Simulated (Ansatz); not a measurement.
Consider SiW3.

The calculation's input:

```
crystal:
  lattice:
    - [0.0, -5.1543905733, 0.0]
    - [-5.1543905733, 0.0, 0.0]
    - [0.0, 0.0, -5.1543905733]
  atoms:
    - { symbol: Si, position: [0.0267511397, 0.0267511397, 0.0] }
    - { symbol: Si, position: [0.4732488603, 0.4732488603, 0.5] }
    - { symbol: W, position: [0.505453227, 0.505453227, 0.0] }
    - { symbol: W, position: [0.994546773, 0.994546773, 0.5] }
    - { symbol: W, position: [0.5147266031, -0.005453227, 0.0] }
    - { symbol: W, position: [-0.0147266031, 0.505453227, 0.5] }
    - { symbol: W, position: [0.505453227, -0.0147266031, 0.5] }
    - { symbol: W, position: [-0.005453227, 0.5147266031, 0.0] }
basis:
  ecutwfc: 420
kpoints:
  mp_grid: { grid: [10, 10, 10] }
hamiltonian:
  xc: pbesol
scf:
  occupations: { method: gaussian, width: 0.15 }
output:
  forces: true
  stress: true
  eigenvalues: true
  write_density: true
  write_potential: true
  elf: true
  volumetric_format: npy
```

Run with:

```sh
ansatz run input.yaml --threads 2 --pin off --max-ram 5120MiB --backend cpu --events-out ev --progress --plain --runs-dir out
```

Below, planes, directions and counts refer to the conventional cell (a = 7.29 Å, b = 7.29 Å, c = 5.15 Å, α = 90.00°, β = 90.00°, γ = 90.00°).

Space group Cmcm; a structure from a database of computed crystals, not necessarily the ambient phase; not relaxed (largest force 1.4 eV/Å).

The calculation used Ansatz, DFT PBEsol, scalar-relativistic, plane waves, PAW.

Question: What can the converged valence pseudo-density and electron localisation function tell about the bonding?

Answer: Si–W (2.52 Å): ρ is about 0.48 e/Å³ halfway; the ELF peaks at about 0.75 in the valence shell of Si, 0.9 Å from its nucleus, and is about 0.50 at the midpoint.
Si–W (2.64 Å): the density is about 0.37 e/Å³ at the midpoint; the ELF peaks at about 0.70 in the valence shell of Si, 0.9 Å from its nucleus, and is about 0.40 at the midpoint.

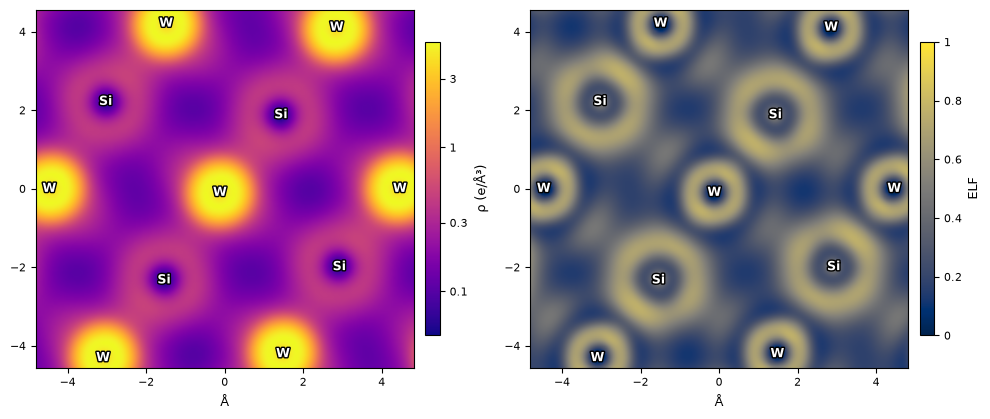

Computed valence pseudo-density and electron localisation function on the (111) plane of the conventional cell, in this order. 

Core electrons are frozen (PAW), and the valence fields are smoothed inside the atomic spheres.
